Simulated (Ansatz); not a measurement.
# PbTe: 6 runs along one coordinate

System: PbTe (Fm-3m, 2 atoms in the cell).
Method: Kohn-Sham DFT of a periodic cell, PBE, Ansatz PAW, no spin polarisation (Ansatz 0.2.0).

The 6 runs differ only in the geometry, by an even scaling of the cell at fixed fractional positions. The structure derives from an entry of the Crystallography Open Database.

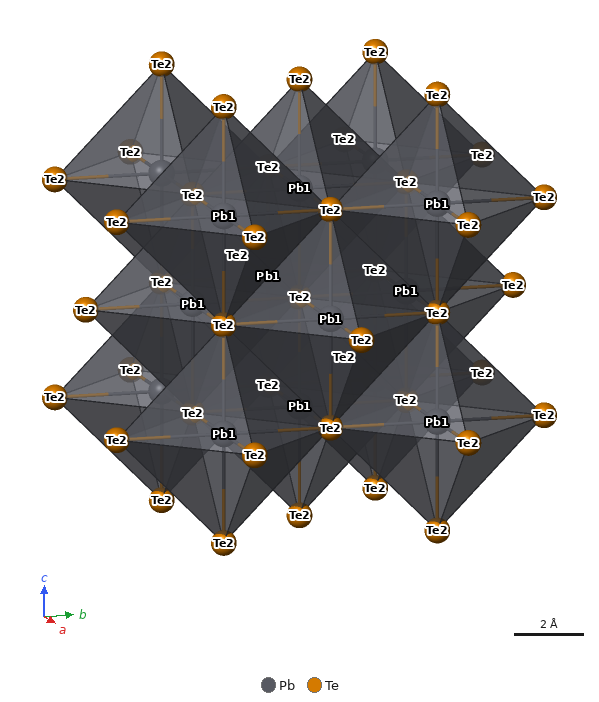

Figure 1. The structure of run 4 (polyhedral view of the cell 4 times as large as that of the calculation, set on its symmetry axes, seen slightly off an axis; polyhedra are completed across the faces of the cell; atoms are numbered from 1 in the order of the input).

### Input of run 4
```yaml
crystal:
  lattice:
    - [0.0, 3.231, 3.231]
    - [3.231, 0.0, 3.231]
    - [3.231, 3.231, 0.0]
  atoms:
    - { symbol: Pb, position: [0.0, 0.0, 0.0] }
    - { symbol: Te, position: [0.5, 0.5, 0.5] }
hamiltonian:
  xc: pbe
  pseudopotentials: { kind: paw }
kpoints:
  mp_grid: { grid: [7, 7, 7] }
scf:
  occupations: { method: fermi_dirac, width: 0.05 }
output:
  forces: true
  stress: true
  eigenvalues: true
```

Command:
```bash
ansatz run input.yaml --threads 2 --pin off --max-ram 5120MiB --backend cpu --events-out ev --progress --plain --runs-dir out
```

Run 5 differs from it as follows:
```diff
-    - [0.0, 3.231, 3.231]
-    - [3.231, 0.0, 3.231]
-    - [3.231, 3.231, 0.0]
+    - [0.0, 3.2523979746, 3.2523979746]
+    - [3.2523979746, 0.0, 3.2523979746]
+    - [3.2523979746, 3.2523979746, 0.0]
```

### Results, with one run withheld

| run | volume per atom (Å³) | free energy per atom, from the lowest run given (meV) | pressure (GPa) | gap on the mesh (eV) |
| --- | --- | --- | --- | --- |
| 1 | 31.706 | 57.28 | 5.49 | 0.91 |
| 2 | 32.380 | 36.83 | 4.24 | 0.94 |
| 3 | 33.055 | 21.37 | 3.12 | 0.98 |
| 4 | 33.730 | 10.38 | 2.11 | 1.01 |
| 5 | 34.404 | ? | ? | ? |
| 6 | 35.753 | 0.00 | −0.34 | 1.09 |

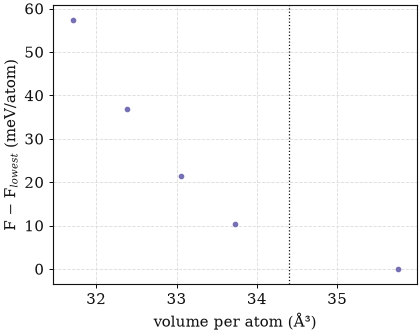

Figure 2. Free energy per atom of the runs given; the dotted line marks run 5.

Estimate the energy of run 5 from the others.

A cubic polynomial in V^(−2/3) (the Birch–Murnaghan form), fitted to the 5 runs given, misses them by at most 0.01 meV per atom. With x = V^(−2/3) − 0.09666 Å⁻², it reads F = 17.3 + 8952.6 x + 1.1508e+06 x² + 3.7059e+06 x³ (meV per atom). At run 5 it gives 3.44 meV per atom, and the run itself gives 3.42. The slope of the fit gives a pressure −dF/dV of 1.21 GPa there, and the run prints 1.21 GPa. The fit has its minimum at 35.434 Å³ per atom, where V d²F/dV² gives 38.2 GPa: the bulk modulus at this level, since symmetry fixes the shape and the positions. The gap on the mesh goes, without turning, from 0.91 eV in run 1 to 1.09 eV in run 6; run 5 has 1.04 eV. These are gaps of this functional on this mesh, which can miss the band edges; they aren't the measured gap.

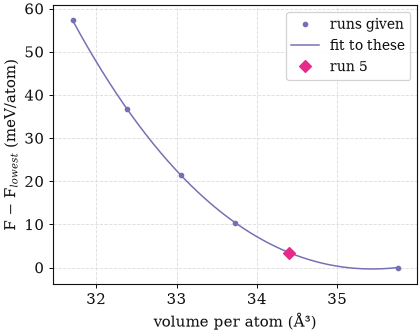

Figure 3. The fit and the withheld run.

### Output, shortened to warnings, some set-up lines, iterations and results (run 5)
```
Basis set: ecut = 420 eV, 1363 PW (Γ), exchange–correlation on 64×64×64 points (8 copies of the dense FFT grid, shifted against one another)
Symmetry: 48 space group operations
k-points: 20 of 343
Initial density: superposition of atomic densities (neutral atoms: chi_scale 0, normalization atom), corrected by the library's trained network
[...]
SCF iter   1: F=—  HF=-18887.181391 eV  |F-HF|=—  |Δ(HF+E_count)|=         —  Δρ=5.36e-4  dr2=2.62e-4  ethr=1.77e-3  ⟨swp⟩=6.3  Hψ=1944  notcnv=0
SCF iter   2: F=—  HF=-18887.179554 eV  |F-HF|=—  |Δ(HF+E_count)|=   1.84e-3  Δρ=3.81e-4  dr2=9.61e-5  ethr=8.74e-7  ⟨swp⟩=3.1  Hψ=1010  notcnv=0
SCF iter   3: F=—  HF=-18887.179546 eV  |F-HF|=—  |Δ(HF+E_count)|=   8.30e-6  Δρ=1.80e-4  dr2=1.52e-5  ethr=3.20e-7  ⟨swp⟩=2.0  Hψ=555  notcnv=0
SCF iter   4: F=—  HF=-18887.179574 eV  |F-HF|=—  |Δ(HF+E_count)|=   2.79e-5  Δρ=7.34e-5  dr2=4.23e-6  ethr=5.07e-8  ⟨swp⟩=2.0  Hψ=680  notcnv=0
SCF iter   5: F=—  HF=-18887.179572 eV  |F-HF|=—  |Δ(HF+E_count)|=   2.43e-6  Δρ=3.09e-5  dr2=7.39e-7  ethr=1.41e-8  ⟨swp⟩=2.0  Hψ=678  notcnv=0
SCF iter   6: F=-18887.179571 eV  HF=-18887.179571 eV  |F-HF|=5.41e-8  |Δ(HF+E_count)|=   1.09e-7  Δρ=7.73e-6  dr2=4.59e-8  ethr=3.33e-10  ⟨swp⟩=4.8  Hψ=2093  notcnv=0
SCF 1 converged in 6 iterations: F = -18887.179571 eV  dr2 = 4.59e-8
SCF converged after 6 iterations
Free energy (F): -18887.179571 eV
Harris-Foulkes:  -18887.179571 eV  (|F-HF|=5.41e-8)
Internal energy: -18887.179569 eV  (E = F + TS)
E sigma→0 (E₀):  -18887.179570 eV
Entropy (-TS):   -0.000002 eV (-0.001 meV/atom)
Fermi energy:    8.814429 eV
--- Per-component energies (eV) ---
  E_band       = -324.026634
  E_kinetic    = 467.819725
  E_local      = -2415.051702  (includes V_loc(G=0)·N_el)
  E_nonlocal   = 39.782260
  E_hartree    = 1266.240822
  E_xc         = -345.318880
  E_vxc        = -236.777534  (∫ρ·V_xc dr)
  E_paw        = -15066.502274  (= ΣΔE_a)
  E_vpaw       = -712.267591  (= ΣTr[D̂ρ^β])
  E_aug_tail   = -0.000104  (compensation charges beyond the density's cutoff)
  E_ewald      = -2834.149416
  E_smearing   = -0.000002  (= −TS)
  E_closure    = -0.000000  (closes the sum)
  Σ components = -18887.179571   (vs F -18887.179571, Δ=0.00e0)
--- Forces (eV/Å), atoms counted from 1 ---
  atom   1  Pb    -0.00000000     0.00000000    -0.00000000
  atom   2  Te     0.00000000    -0.00000000    -0.00000000
  max |Σ_I F_I| component: 3.76e-29 eV/Å
--- Stress (GPa, compression-positive) ---
        1.207430       0.000000      -0.000000
       -0.000000       1.207430      -0.000000
       -0.000000      -0.000000       1.207430
  P = ⅓ Tr σ = 1.2074 GPa (12.074 kbar)
```

Notes: Spin–orbit coupling is left out, which matters for Pb.
